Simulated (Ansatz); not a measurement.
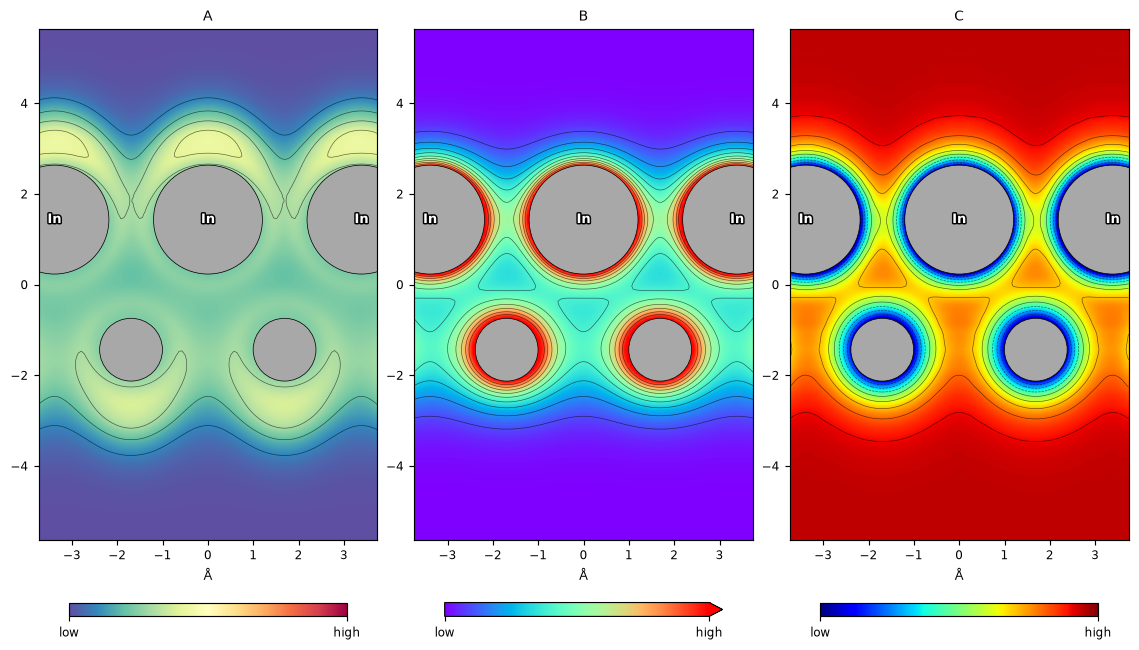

In (slab): 3 fields on the (100) plane of the calculation cell, a cut from vacuum to vacuum, with unlabelled colour scales. Grey discs cover the atomic cores.

All numbers below come from Ansatz 0.2.0, DFT PBE, scalar-relativistic, plane waves, PAW.

The panels show electron localisation function, electrostatic potential energy of an electron and valence pseudo-density in some order. Assign them.

Panel A: electron localisation function. Panel B: valence pseudo-density. Panel C: electrostatic potential energy of an electron (low next to the atoms, rising into the space between them). From the grid: In–In (3.39 Å): ρ at the midpoint is about 0.12 e/Å³; the ELF is about 0.30 at the midpoint: no localised pair shows between them.
